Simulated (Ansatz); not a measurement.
**Ge3Si: geometry relaxation (part 1 of 2)**

System: Ge3Si (P3m1, 8 atoms in the cell).
Method: DFT PBE, scalar-relativistic, plane waves, PAW, no spin polarisation (Ansatz 0.2.0).

The structure derives from a Materials Project entry. It belongs to a series of runs on one base structure; here: 2 of 8 Ge sites taken by Si, cell and atoms relaxed. Figures and captions count atoms from 1; the log counts them from 0 in places.

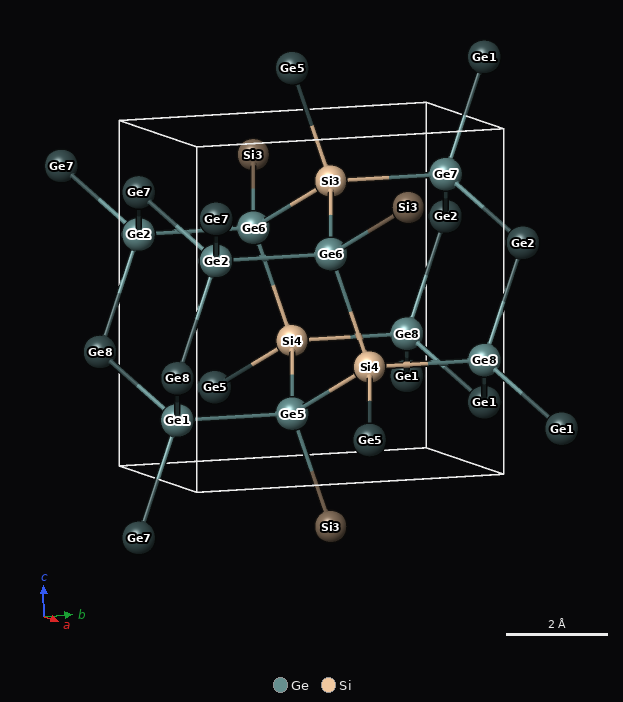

*The starting structure (ball-and-stick view of the cell of the calculation, seen slightly off an axis; neighbours outside the cell are drawn fainter; atoms are numbered from 1 in the order of the input).*

Near neighbours in the crystal (not all of them lie inside the picture): Ge has 4 Ge at 2.46 to 2.47 Å; Si has 4 Ge at 2.46 to 2.47 Å; Ge has 1 Ge at 2.47 Å and 3 Si at 2.46 Å; Ge has 3 Ge at 2.46 Å and 1 Si at 2.47 Å.

Input
```yaml
crystal:
  lattice:
    - [2.0032559043, 3.4697410068, 0.0]
    - [0.0, 0.0, 6.6108217309]
    - [6.0097677128, -3.4697410068, 0.0]
  atoms:
    - { symbol: Ge, position: [0.5, 0.0628334386, 0.1666666667] }
    - { symbol: Ge, position: [1.0, 0.0628334386, 0.6666666667] }
    - { symbol: Si, position: [0.5, 0.5628334386, 0.8333333333] }
    - { symbol: Si, position: [1.0, 0.5628334386, 0.3333333333] }
    - { symbol: Ge, position: [0.5, 0.4371665614, 0.1666666667] }
    - { symbol: Ge, position: [1.0, 0.4371665614, 0.6666666667] }
    - { symbol: Ge, position: [0.5, 0.9371665614, 0.8333333333] }
    - { symbol: Ge, position: [1.0, 0.9371665614, 0.3333333333] }
basis:
  ecutwfc: 420
kpoints:
  mp_grid: { grid: [10, 6, 6] }
hamiltonian:
  xc: pbe
scf:
  occupations: { method: gaussian, width: 0.1 }
output:
  forces: true
  stress: true
  eigenvalues: true
  write_density: true
  write_potential: true
  elf: true
  volumetric_format: npy
relax:
  adjacent_minimum: "off"
  f_tol: 0.015
  max_steps: 60
  cell: { stress_tol: 0.15 }
```

Hardware: 1 thread of Intel Xeon (Granite Rapids), 128 GiB of memory available, shared host.

Run as:
```bash
ansatz run input.yaml --threads 1 --pin off --max-ram 2560MiB --backend cpu --events-out ev --progress --plain --runs-dir out
```

What the program printed
```
Engine: ansatz 0.2.0, x86_64-unknown-linux-gnu
Pseudopotentials: kind: paw
Pseudopotential: Ge, paw, valence charge 14, recommended cutoff 420 eV (normal), Ge.paw.azcp
Pseudopotential: Si, paw, valence charge 4, recommended cutoff 420 eV (normal), Si.paw.azcp
Functional definition: PBE
  parameter kappa = 0.804
  parameter beta = 0.06672455060314922
  exchange = pbe_x(kappa = kappa, mu = beta*pi^2/3)
  correlation = pbe_c(beta = beta)
Crystal: 8 atoms, lattice volume = 183.801 Å³
Basis set: ecut = 420 eV, 3597 PW (Γ), exchange–correlation on 54×90×96 points (8 copies of the dense FFT grid, shifted against one another)
Bands: 56, of which v1, the nominal top of the filled ones, is band 46 counted from 1 (45 counted from 0)
Symmetry: 4 space group operations
Space group: P3m1 (ITA 156), of the structure as read, at distance tolerance 5.7e-5 Å
k-points: 120 of 360 (time reversal used)
Non-local potential: Ge, projectors of the file, l = 0: 2, l = 1: 2, l = 2: 3, l = 3: 1
Non-local potential: Si, projectors of the file, l = 0: 2, l = 1: 2, l = 2: 2
PAW form: soft (Blöchl's): semilocal exchange-correlation on the pseudo side does not see the compensation charge
PAW one-centre angular grid: Ge, 590 points (default); XC on 64 Gauss nodes
PAW one-centre angular grid: Si, 110 points (default); XC on 64 Gauss nodes
Initial density: superposition of atomic densities (neutral atoms: chi_scale 0, normalization atom), corrected by the library's trained network
Initial wavefunctions: pseudopotential atomic-orbital guess
Functional: x = pbe(κ = 0.804, μ = 0.2195149727645171), c = pbe(β = 0.06672455060314922)
SCF iter   1: F=—  HF=-27041.232981 eV  |F-HF|=—  |Δ(HF+E_count)|=         —  Δρ=1.30e-3  dr2=4.13e-3  ethr=1.77e-3  ⟨swp⟩=7.0  Hψ=25978  notcnv=0
preconditioner: auto → Kerker (q_TF=auto, 2.431 Å⁻¹)  [metal: Δε(μ)=0.120 eV  Ē_g=20.763 eV  σ=0.100 eV  W_gap=0.47  n_scr=42 (ndim 8)  ℏωp=26.3 eV  f_vac=0.046  D(μ)=0.12/eV (n_scr^D=0)]
SCF iter   2: F=—  HF=-27041.230416 eV  |F-HF|=—  |Δ(HF+E_count)|=   2.56e-3  Δρ=1.03e-3  dr2=2.32e-3  ethr=4.49e-6  ⟨swp⟩=2.0  Hψ=13128  notcnv=0
SCF iter   3: F=—  HF=-27041.229989 eV  |F-HF|=—  |Δ(HF+E_count)|=   4.27e-4  Δρ=5.34e-4  dr2=8.84e-4  ethr=2.53e-6  ⟨swp⟩=2.0  Hψ=10105  notcnv=0
SCF iter   4: F=—  HF=-27041.230023 eV  |F-HF|=—  |Δ(HF+E_count)|=   3.42e-5  Δρ=3.08e-4  dr2=9.22e-5  ethr=9.60e-7  ⟨swp⟩=3.0  Hψ=11796  notcnv=0
SCF iter   5: F=—  HF=-27041.229953 eV  |F-HF|=—  |Δ(HF+E_count)|=   7.01e-5  Δρ=6.68e-5  dr2=1.42e-5  ethr=1.00e-7  ⟨swp⟩=2.0  Hψ=11754  notcnv=0
SCF iter   6: F=—  HF=-27041.230022 eV  |F-HF|=—  |Δ(HF+E_count)|=   6.92e-5  Δρ=3.63e-5  dr2=1.80e-6  ethr=1.54e-8  ⟨swp⟩=2.0  Hψ=10431  notcnv=0
SCF iter   7: F=—  HF=-27041.230021 eV  |F-HF|=—  |Δ(HF+E_count)|=   8.08e-7  Δρ=1.99e-5  dr2=7.39e-7  ethr=1.96e-9  ⟨swp⟩=2.0  Hψ=11740  notcnv=0
SCF iter   8: F=—  HF=-27041.230022 eV  |F-HF|=—  |Δ(HF+E_count)|=   3.81e-7  Δρ=8.94e-6  dr2=1.78e-7  ethr=8.03e-10  ⟨swp⟩=2.2  Hψ=10728  notcnv=0
SCF iter   9: F=-27041.230022 eV  HF=-27041.230022 eV  |F-HF|=9.35e-10  |Δ(HF+E_count)|=   1.69e-8  Δρ=1.92e-6  dr2=2.00e-8  ethr=1.09e-10  ⟨swp⟩=12.4  Hψ=42819  notcnv=0
SCF 1 converged in 9 iterations: F = -27041.230022 eV  dr2 = 2.00e-8
  greatest PAW one-centre occupation: 0.998 electrons in one spin orbital (limit 2), on the Ge atom at site 1 (counted from 0), in its partial waves of l = 2
relax step   1: F+E_penalty+E_count = -27041.23002160 eV  Δ(F+E_penalty+E_count) = +0.000e0 eV  max|allowed force component| = 4.325e-1 eV/Å  Δτ_max = 0.0000 Å  P = -0.342 GPa  Ω = 183.801 Å³  (9 SCF iters, dr2 threshold 1.00e-7 eV, accepted)
Crystal: 8 atoms, lattice volume = 182.965 Å³
Basis set: ecut = 420 eV, 3577 PW (Γ), exchange–correlation on 54×90×96 points (8 copies of the dense FFT grid, shifted against one another)
Initial density: handed on by an earlier stage of this run
Initial wavefunctions: those handed on with the density
iter 1 solved again at ethr=1.63e-5 eV; its pass at ethr=3.10e-3 eV (dr2=1.50e-2 eV) is discarded
SCF iter   1: F=—  HF=-27041.261111 eV  |F-HF|=—  |Δ(HF+E_count)|=         —  Δρ=2.69e-3  dr2=1.55e-2  ethr=1.63e-5  ⟨swp⟩=2.0  Hψ=25924  notcnv=0
preconditioner: auto → Kerker (q_TF=auto, 2.433 Å⁻¹)  [metal: Δε(μ)=0.091 eV  Ē_g=20.768 eV  σ=0.100 eV  W_gap=0.40  n_scr=42 (ndim 8)  ℏωp=26.3 eV  f_vac=0.043  D(μ)=0.12/eV (n_scr^D=0)]
SCF iter   2: F=—  HF=-27041.259698 eV  |F-HF|=—  |Δ(HF+E_count)|=   1.41e-3  Δρ=1.57e-3  dr2=8.60e-3  ethr=1.63e-5  ⟨swp⟩=1.0  Hψ=6720  notcnv=0
SCF iter   3: F=—  HF=-27041.257920 eV  |F-HF|=—  |Δ(HF+E_count)|=   1.78e-3  Δρ=4.45e-4  dr2=1.67e-3  ethr=9.35e-6  ⟨swp⟩=2.0  Hψ=7749  notcnv=0
SCF iter   4: F=—  HF=-27041.257618 eV  |F-HF|=—  |Δ(HF+E_count)|=   3.03e-4  Δρ=2.85e-4  dr2=5.28e-4  ethr=1.81e-6  ⟨swp⟩=2.0  Hψ=11997  notcnv=0
SCF iter   5: F=—  HF=-27041.257574 eV  |F-HF|=—  |Δ(HF+E_count)|=   4.32e-5  Δρ=1.22e-4  dr2=6.07e-5  ethr=5.74e-7  ⟨swp⟩=2.0  Hψ=12001  notcnv=0
SCF iter   6: F=—  HF=-27041.257579 eV  |F-HF|=—  |Δ(HF+E_count)|=   4.21e-6  Δρ=3.42e-5  dr2=2.91e-6  ethr=6.60e-8  ⟨swp⟩=2.0  Hψ=8288  notcnv=0
SCF iter   7: F=-27041.257582 eV  HF=-27041.257582 eV  |F-HF|=1.21e-7  |Δ(HF+E_count)|=   3.02e-6  Δρ=1.51e-5  dr2=5.39e-7  ethr=8.70e-10  ⟨swp⟩=11.1  Hψ=55109  notcnv=0
SCF 2 converged in 7 iterations: F = -27041.257582 eV  dr2 = 5.39e-7
relax step   2: F+E_penalty+E_count = -27041.25758180 eV  Δ(F+E_penalty+E_count) = -2.756e-2 eV  max|allowed force component| = 9.710e-2 eV/Å  Δτ_max = 0.0414 Å  P = -0.095 GPa  Ω = 182.965 Å³  energy of the carried Pulay correction = +1.265e-4 eV  (7 SCF iters, dr2 threshold 8.00e-7 eV, accepted)
Crystal: 8 atoms, lattice volume = 182.853 Å³
iter 1 solved again at ethr=9.81e-7 eV; its pass at ethr=3.10e-3 eV (dr2=9.02e-4 eV) is discarded
SCF iter   1: F=—  HF=-27041.260298 eV  |F-HF|=—  |Δ(HF+E_count)|=         —  Δρ=5.76e-4  dr2=9.02e-4  ethr=9.81e-7  ⟨swp⟩=2.0  Hψ=24855  notcnv=0
preconditioner: auto → Kerker (q_TF=auto, 2.433 Å⁻¹)  [metal: Δε(μ)=0.085 eV  Ē_g=20.761 eV  σ=0.100 eV  W_gap=0.39  n_scr=42 (ndim 8)  ℏωp=26.3 eV  f_vac=0.043  D(μ)=0.13/eV (n_scr^D=0)]
SCF iter   2: F=—  HF=-27041.260216 eV  |F-HF|=—  |Δ(HF+E_count)|=   8.24e-5  Δρ=3.55e-4  dr2=5.69e-4  ethr=9.81e-7  ⟨swp⟩=1.0  Hψ=6720  notcnv=0
SCF iter   3: F=—  HF=-27041.260191 eV  |F-HF|=—  |Δ(HF+E_count)|=   2.50e-5  Δρ=1.12e-4  dr2=9.74e-5  ethr=6.18e-7  ⟨swp⟩=2.0  Hψ=7757  notcnv=0
SCF iter   4: F=—  HF=-27041.260169 eV  |F-HF|=—  |Δ(HF+E_count)|=   2.24e-5  Δρ=7.80e-5  dr2=2.27e-5  ethr=1.06e-7  ⟨swp⟩=2.0  Hψ=12101  notcnv=0
SCF iter   5: F=—  HF=-27041.260164 eV  |F-HF|=—  |Δ(HF+E_count)|=   4.65e-6  Δρ=2.84e-5  dr2=2.55e-6  ethr=2.47e-8  ⟨swp⟩=2.0  Hψ=12121  notcnv=0
SCF iter   6: F=-27041.260165 eV  HF=-27041.260165 eV  |F-HF|=1.94e-7  |Δ(HF+E_count)|=   7.90e-7  Δρ=7.69e-6  dr2=1.60e-7  ethr=6.41e-10  ⟨swp⟩=10.9  Hψ=50568  notcnv=0
SCF 3 converged in 6 iterations: F = -27041.260165 eV  dr2 = 1.60e-7
relax step   3: F+E_penalty+E_count = -27041.26016484 eV  Δ(F+E_penalty+E_count) = -2.583e-3 eV  max|allowed force component| = 5.629e-3 eV/Å  Δτ_max = 0.0077 Å  P = -0.044 GPa  Ω = 182.853 Å³  energy of the carried Pulay correction = +1.434e-4 eV  (6 SCF iters, dr2 threshold 5.89e-7 eV, accepted)
Initial wavefunctions: pseudopotential atomic-orbital guess (no wavefunctions were taken with the density)
iter 1 solved again at ethr=3.44e-7 eV; its pass at ethr=3.10e-3 eV (dr2=3.16e-4 eV) is discarded
SCF iter   1: F=—  HF=-27041.259910 eV  |F-HF|=—  |Δ(HF+E_count)|=         —  Δρ=9.21e-6  dr2=1.92e-7  ethr=3.44e-7  ⟨swp⟩=2.2  Hψ=39478  notcnv=0
eigensolver tolerance schedule: the retry pair's looser diagonalisation over-reported the residual by 1641.78 of it (diagonalisation noise at 0.22 of the residual, at the tolerance the schedule requests for it); recorded, not acted on — ethr = c·dr2/N_el stays at c = 1.0e-1
preconditioner: auto → Kerker (q_TF=auto, 2.433 Å⁻¹)  [metal: Δε(μ)=0.090 eV  Ē_g=20.765 eV  σ=0.100 eV  W_gap=0.40  n_scr=42 (ndim 8)  ℏωp=26.3 eV  f_vac=0.043  D(μ)=0.13/eV (n_scr^D=0)]
SCF iter   2: F=—  HF=-27041.260029 eV  |F-HF|=—  |Δ(HF+E_count)|=   1.19e-4  Δρ=5.92e-6  dr2=9.28e-8  ethr=2.09e-10  ⟨swp⟩=3.0  Hψ=12881  notcnv=0
SCF iter   3: F=—  HF=-27041.260029 eV  |F-HF|=—  |Δ(HF+E_count)|=   1.12e-7  Δρ=3.68e-6  dr2=3.42e-8  ethr=1.01e-10  ⟨swp⟩=2.0  Hψ=12221  notcnv=0
SCF iter   4: F=—  HF=-27041.260029 eV  |F-HF|=—  |Δ(HF+E_count)|=   3.10e-8  Δρ=1.55e-6  dr2=8.63e-9  ethr=3.72e-11  ⟨swp⟩=2.0  Hψ=12230  notcnv=0
SCF iter   5: F=—  HF=-27041.260029 eV  |F-HF|=—  |Δ(HF+E_count)|=   5.45e-9  Δρ=6.61e-7  dr2=2.41e-9  ethr=9.38e-12  ⟨swp⟩=2.0  Hψ=8573  notcnv=0
SCF iter   6: F=-27041.260029 eV  HF=-27041.260029 eV  |F-HF|=6.73e-10  |Δ(HF+E_count)|=  5.46e-11  Δρ=3.68e-7  dr2=5.63e-10  ethr=1.00e-12  ⟨swp⟩=4.8  Hψ=35599  notcnv=0
SCF 4 converged in 6 iterations: F = -27041.260029 eV  dr2 = 5.63e-10
relax step   4: F+E_penalty+E_count = -27041.26002922 eV  Δ(F+E_penalty+E_count) = +1.356e-4 eV  max|allowed force component| = 5.660e-3 eV/Å  Δτ_max = 0.0000 Å  P = -0.045 GPa  Ω = 182.853 Å³  stress off target by 4.92e-2 GPa  SCF on the basis re-selected at this cell (its energy is not comparable with the rows above)  (6 SCF iters)
```

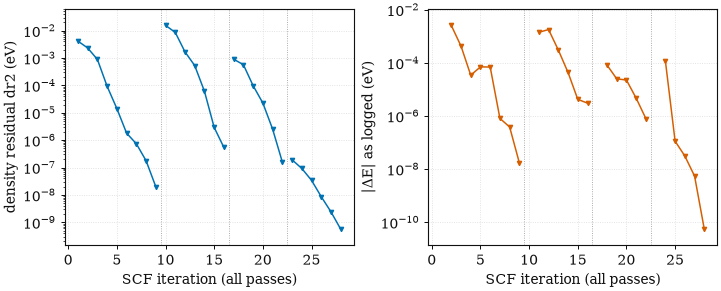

*Convergence of the self-consistent field: density residual dr2 and size of the energy change against the SCF iteration. The dotted lines part the SCF passes of the relaxation: geometry steps, rejected trials and re-solves on a re-selected basis.*

The passes take 9, 7, 6 and 6 iterations.

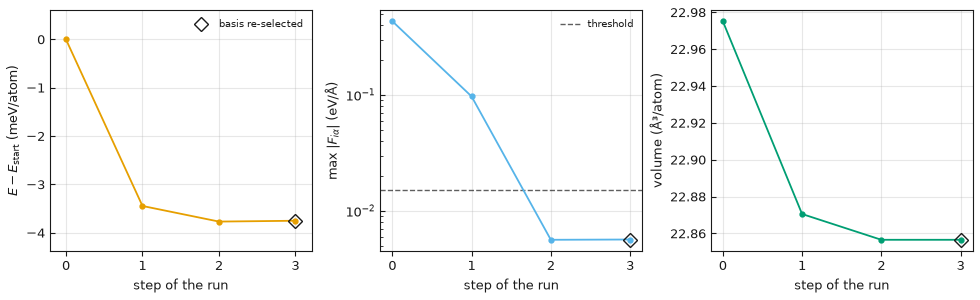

*Progress of the relaxation, step by step (the first geometry is step 0 here and step 1 in the log).*

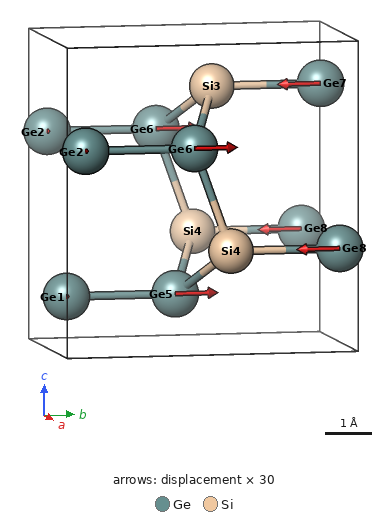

*The starting structure with the displacements as red arrows, magnified 30 times (ball-and-stick view of the cell of the calculation, seen slightly off an axis).*

The largest moves relative to the cell, 0.034 Å, are those of Ge5, Ge6, Ge7 and Ge8. Largest moves by element: Ge 0.034 Å, Si 0.002 Å. The volume changes by −0.5 %, with a 4.007 → 3.999 Å (−0.2 %), b 6.611 → 6.601 Å (−0.2 %), c 6.939 → 6.926 Å (−0.2 %). Among the contacts that change: Si3–Ge7 2.475 → 2.440 Å, Ge1–Ge5 2.475 → 2.502 Å, Si3–Ge5 2.458 → 2.442 Å, Ge1–Ge7 2.458 → 2.466 Å. The space group stays P3m1 (No. 156). Over 2 geometry steps the energy falls by 3.8 meV per atom. The largest force component goes from 0.43 to 0.0057 eV/Å. The pressure goes from −0.34 to −0.04 GPa. A last SCF at the same geometry on a re-selected plane-wave basis shifts the energy by +0.0 meV per atom. (Atoms are counted from 1 in the order of the input.)

```
basis re-selected at this cell: Δ(F+E_penalty+E_count) = +1.356e-4 eV, ΔP = -0.000 GPa vs the last step (what re-selecting the basis moved, of the pressure what is left beyond the Pulay correction that the steps carried, after the strain that the cell walked since its last selection, with what the two solves' SCF thresholds leave and, on support functions, any second-order correction that the steps lacked; it is no measure of the basis error at this ecutwfc). This SCF's stress stands 4.92e-2 GPa from its target on what of the cell is left free (relax.cell.stress_tol is 1.50e-1 GPa) and its largest allowed force component is 5.66e-3 eV/Å (relax.f_tol is 1.50e-2 eV/Å): within both
SCF converged after 6 iterations
Free energy (F): -27041.260029 eV
Harris-Foulkes:  -27041.260029 eV  (|F-HF|=6.73e-10)
Internal energy: -27041.259399 eV  (E = F + TS)
E sigma→0 (E₀):  -27041.259714 eV
Entropy (-TS):   -0.000630 eV (-0.079 meV/atom)
Fermi energy:    7.762905 eV
--- Per-component energies (eV) ---
  E_band       = -945.241169
  E_kinetic    = 745.525593
  E_local      = -15963.680816  (includes V_loc(G=0)·N_el)
  E_nonlocal   = 2562.666265
  E_hartree    = 7036.358630
  E_xc         = -561.902977
  E_vxc        = -478.676375  (∫ρ·V_xc dr)
  E_paw        = -13145.237657  (= ΣΔE_a)
  E_vpaw       = -1883.795094  (= ΣTr[D̂ρ^β])
  E_aug_tail   = 0.001905  (compensation charges beyond the density's cutoff)
  E_ewald      = -7714.990342
  E_smearing   = -0.000630  (= −TS)
  E_closure    = -0.000000  (closes the sum)
  Σ components = -27041.260029   (vs F -27041.260029, Δ=0.00e0)
```
